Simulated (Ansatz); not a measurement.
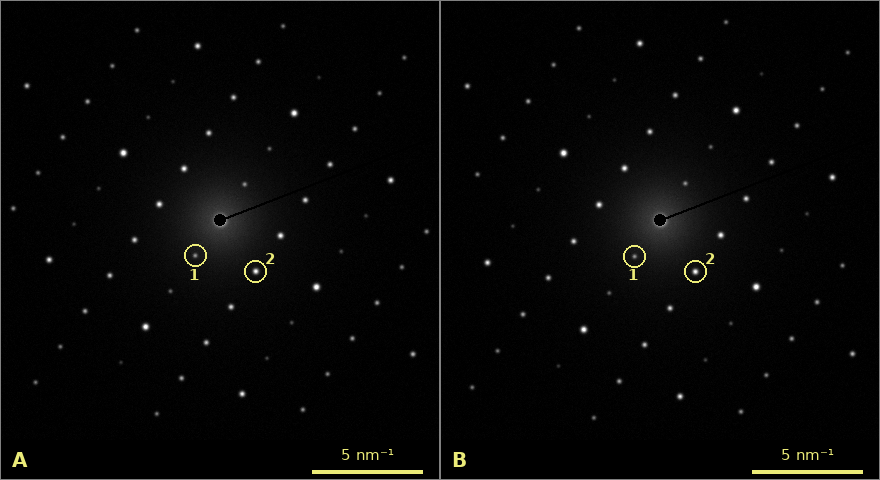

Kinematic electron diffraction patterns (120 kV, B = 0.5 Å², same scale) along [101] of the run's own cell, for the start and the end of one relaxation of Hg3S with DFT r2SCAN, scalar-relativistic, plane waves, PAW (Ansatz 0.2.0). k mesh 12×12×10. The start is a generated model structure, and the relaxation ends in the nearest stationary point of its symmetry, not necessarily the ground state. Spot 1 is 0 -1 0 and spot 2 is 1 -1 -1 in both.

Start structure:

```yaml
crystal:
  lattice:
    - [5.68257, 0.00000, 0.00000]
    - [-2.84129, 4.92125, 0.00000]
    - [0.00000, 0.00000, 4.95193]
  atoms:
    - { symbol: Hg, position: [0.00000, 0.00000, 0.50000] }
    - { symbol: Hg, position: [0.33333, 0.66667, 0.00000] }
    - { symbol: Hg, position: [0.66667, 0.33333, 0.00000] }
    - { symbol: S, position: [0.00000, 0.00000, 0.00000] }
```

Question: Which pattern belongs to the start structure, and which to the relaxed one?

Answer: B is the start: its cell gives d(1) = 4.921 Å, d(2) = 3.491 Å and an angle of 69.2°. A is the relaxed structure, with d(1) = 5.047 Å (+2.5 %), d(2) = 3.494 Å (+0.1 %) and 69.7°.

Question: What did the relaxation do to the structure and the energy?

Answer: The volume changed by +2.9 % to 35.61 Å³ an atom; the fractional coordinates hardly changed; the space group stayed P6/mmm (No. 191); the free energy fell by 9.9 meV an atom. Relaxed cell: a = 5.827 Å, b = 5.827 Å, c = 4.844 Å, α = 90.00°, β = 90.00°, γ = 120.00°.
